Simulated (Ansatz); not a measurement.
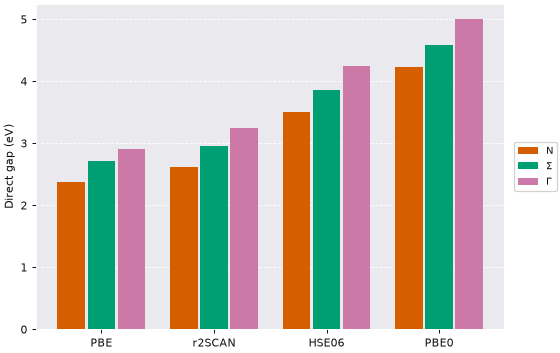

Direct gap at each named k point, by several methods on one cell of VBiO₄, space group I4_1/a, 12 atoms in the primitive cell, relaxed with r2SCAN; a = 5.121 Å, c = 11.622 Å (tetragonal axes). All runs are without spin-orbit coupling and carry no moments. In reduced coordinates of the cell that was run, N is (0.5, 0, 0) and Σ is (0.299, −0.299, 0.299). The cell is at 5 GPa in PBE. The smallest gap is indirect or lies off these points.

### Does HSE06 open these direct gaps by one amount over PBE?

The shifts are +1.13 eV at N, +1.14 eV at Σ and +1.35 eV at Γ, and at points that aren't plotted +1.24 eV (X), +1.25 eV (P), +1.60 eV (Z) and +1.21 eV (Y): over the named points that both runs hold, a spread of 0.47 eV on a mean of 1.27 eV, so one shift doesn't describe them.

### How do the methods rank at N?

From low to high: PBE 2.37, r2SCAN 2.62, HSE06 3.50, PBE0 4.22 eV.

| method | program | N (eV) | Σ (eV) | Γ (eV) |
| --- | --- | --- | --- | --- |
| PBE | Ansatz | 2.37 | 2.71 | 2.90 |
| r2SCAN | Ansatz | 2.62 | 2.95 | 3.24 |
| HSE06 | Ansatz | 3.50 | 3.85 | 4.25 |
| PBE0 | Ansatz | 4.22 | 4.58 | 5.00 |

Settings. PBE: Ansatz PAW set, 8×8×8 k mesh, 420 eV cutoff, Fermi-Dirac smearing of 0.02 eV (Ansatz). r2SCAN: Ansatz PAW set, 8×8×8 k mesh, 500 eV cutoff, fixed occupations (Ansatz 0.2.0). HSE06: Ansatz PAW set, 4×4×4 k mesh, 420 eV cutoff, fixed occupations (Ansatz 0.2.0). PBE0: Ansatz PAW set, 4×4×4 k mesh, 420 eV cutoff, fixed occupations (Ansatz).

Spin-orbit coupling is left out, which matters for Bi. The cell comes from a database of computed structures, and whether it is the stable form of this composition wasn't checked. r2SCAN, HSE06 and PBE0: the PAW data sets were made with another functional. HSE06 and PBE0: the k mesh is coarse, so the values aren't converged, least of all with exact exchange. Over all k points computed the smallest gap is 2.19 eV in PBE, 2.42 eV in r2SCAN, 3.29 eV in HSE06 and 4.00 eV in PBE0. In reduced coordinates of the cell that was run, X is (0.5, −0.5, 0), P is (0.75, −0.25, −0.25), Z is (0.5, 0.5, −0.5) and Y is (0.5, −0.5, 0.097).
